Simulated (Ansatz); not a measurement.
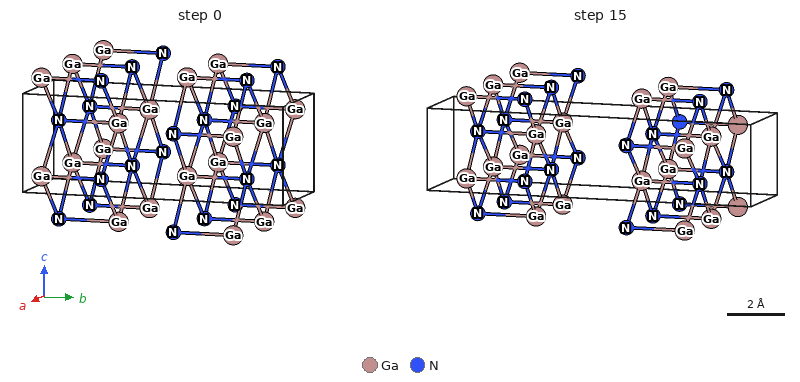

The structure of a crystal of GaN (a generated structure, set up in Cmcm) (coarse preliminary run) before (left) and after (right) a relaxation, at one scale.

A ball-and-stick model of the conventional cell (2 times the calculation's cell), seen slightly off an axis. Lengths and directions refer to the drawn axes.

All numbers below come from Ansatz, DFT PBE, scalar-relativistic, plane waves, PAW.

Input file:
```yaml
crystal:
  lattice:
    - [1.69499486, -4.82487432, 0.0]
    - [1.69499486, 4.82487432, 0.0]
    - [0.0, 0.0, 3.50069371]
  atoms:
    - { symbol: Ga, position: [0.63176072, 0.36823928, 0.75] }
    - { symbol: Ga, position: [0.36823928, 0.63176072, 0.25] }
    - { symbol: "N", position: [0.86128997, 0.13871003, 0.75] }
    - { symbol: "N", position: [0.13871003, 0.86128997, 0.25] }
basis:
  ecutwfc: 420
kpoints:
  mp_grid: { grid: [6, 6, 6] }
hamiltonian:
  xc: pbe
scf:
  occupations: { method: gaussian, width: 0.1 }
  lower_state_search: "off"
output:
  forces: true
  stress: true
  eigenvalues: true
relax:
  adjacent_minimum: "off"
  f_tol: 0.04
  max_steps: 70
  cell: { stress_tol: 0.4 }
```

Launched with:
```bash
ansatz run input.yaml --threads 1 --pin off --max-ram 2560MiB --backend cpu --events-out ev --progress --plain --runs-dir out
```

### What changed between the two?

The largest moves relative to the cell, 0.38 Å, are those of Ga1 and Ga2. Ga1 goes along −b. Largest moves by element: Ga 0.38 Å, N 0.22 Å. Cell: a 3.390 → 2.908 Å (−14.2 %), b 9.650 → 11.997 Å (+24.3 %), c 3.501 → 2.915 Å (−16.7 %). Volume −11.2 %. Some distances before and after: Ga1–N4 2.437 → 2.060 Å, Ga1–N3 2.215 → 2.159 Å. The space group stays Cmcm (No. 63). Over 12 accepted moves (15 points after the start) the energy falls by 693 meV per atom. The largest force component goes from 1.7 to 0.014 eV/Å. The pressure goes from −25.87 to 0.11 GPa. The SCF was repeated 3 times at an unchanged geometry on a basis and grid sized afresh for the cell, which shifted the energy by 5.4 meV per atom at most. The run took 65 s on 1 thread of Intel(R) Xeon(R) Platinum 8259CL CPU @ 2.50GHz (Skylake/Cascade Lake), on a shared host, peak memory 0.41 GiB.
